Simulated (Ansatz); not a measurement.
**Si: density, localisation and related maps**

The calculation's input:

```
crystal:
  lattice:
    - [1.3042457136, -2.2590198415, 0.0]
    - [0.0, 0.0, -2.470761206]
    - [8.0863234243, 4.0662357148, 0.0]
  atoms:
    - { symbol: Si, position: [-0.175, 0.0, 0.875] }
    - { symbol: Si, position: [0.475, 0.0, 0.125] }
    - { symbol: Si, position: [-0.075, 0.0, 0.375] }
    - { symbol: Si, position: [0.375, 0.0, 0.625] }
basis:
  ecutwfc: 420
kpoints:
  mp_grid: { grid: [22, 24, 7] }
hamiltonian:
  xc: lda
scf:
  occupations: { method: gaussian, width: 0.15 }
output:
  forces: true
  stress: true
  eigenvalues: true
  write_density: true
  write_potential: true
  elf: true
  volumetric_format: npy
```

Launched as:

```sh
ansatz run input.yaml --threads 2 --pin off --max-ram 5120MiB --backend cpu --events-out ev --progress --plain --runs-dir out
```

Below, planes, directions and counts refer to the conventional cell (a = 2.61 Å, b = 2.47 Å, c = 9.05 Å, α = 90.00°, β = 93.30°, γ = 90.00°).

Space group P2/m; a structure from a database of computed crystals, not necessarily the ambient phase; not relaxed (largest force 0.5 eV/Å).

Method: DFT LDA, scalar-relativistic, plane waves, PAW in Ansatz.

The density is the valence pseudo-density of a PAW calculation; it isn't the true density close to the nuclei.

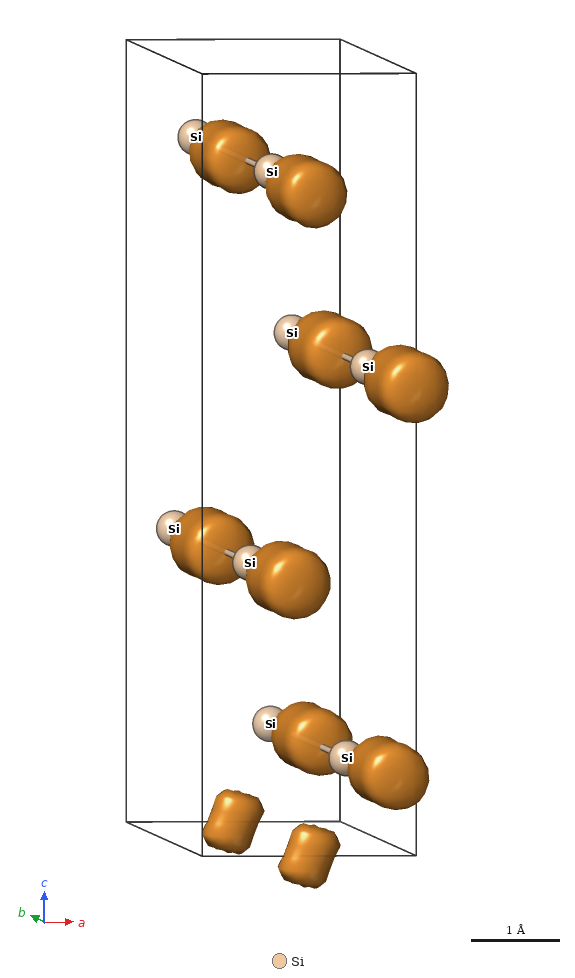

Figure 1. Isosurface of the ELF at 0.8 (orange), seen slightly off an axis. Only the valence region is drawn (cores and ρ < 0.01 e/Å³ removed). Sticks mark near contacts.

Q: Identify the bonds, lone pairs and shells in this picture.

A: The ELF exceeds this value in five regions between bonded Si–Si atoms, counted in one cell of 4 atoms. Regions shared between cells count once.


Si–Si (2.39 Å): the ELF peaks at about 0.85 between the atoms. Si–Si (2.47 Å): the ELF peaks at about 0.90 between the atoms.

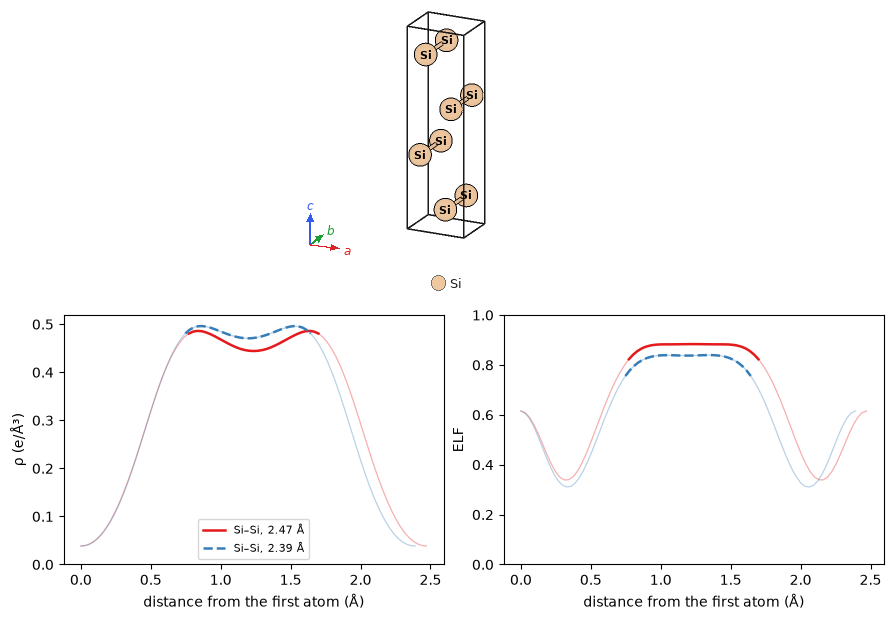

Figure 2. Valence electron density and electron localisation function along straight lines between neighbouring atoms. Thin, pale parts lie inside the atomic spheres. The structure is drawn too.

Q: What can be read from the curves?

A: Si–Si (2.47 Å): ρ is about 0.44 e/Å³ halfway; the ELF peaks at about 0.90 between the atoms.
Si–Si (2.39 Å): the density is about 0.47 e/Å³ at the midpoint; the ELF peaks at about 0.85 between the atoms.

Q: Does the calculation give a band gap?

A: It is gapless in this calculation (a metal or semimetal).
